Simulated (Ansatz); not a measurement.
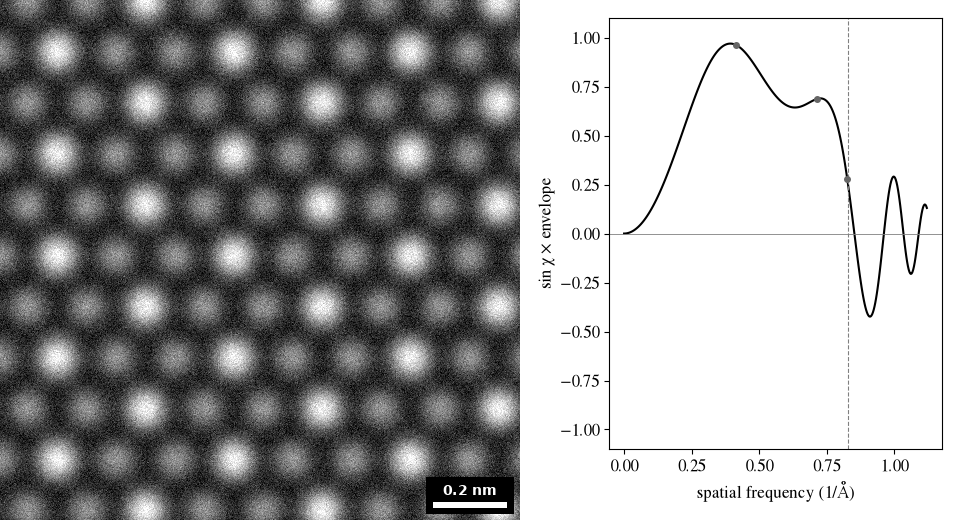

Phase-contrast TEM-like image of W (P6_3/mmc, No. 194) along [001]. Simulated in the weak-phase-object approximation with neutral-atom potentials: 80 kV, Cs = −15 µm, defocus +95 Å (negative is underfocus), defocus spread 12 Å, aperture 0.83 1/Å. Shot noise was added. Structure: the end point of a relaxation with DFT, RPBE, plane waves (420 eV) with PAW, scalar-relativistic in Ansatz; the starting structure was generated, so it need not be a known form of this composition.

The plot gives the contrast transfer function, the aperture (dashed) and the crystal's spatial frequencies that carry visible contrast (dots).

### Do the atom columns appear dark or bright, and why?

Bright. With negative Cs and overfocus sin χ is positive over the pass band, so the strongest columns (W) come out brighter than the background.

### What point resolution do these settings give, and which lattice spacings pass?

About 1.2 Å (0.66 |Cs|^(1/4) λ^(3/4) with λ = 0.0418 Å). The spacings that carry visible contrast are {100} at 2.42 Å, {110} at 1.40 Å, {200} at 1.21 Å.
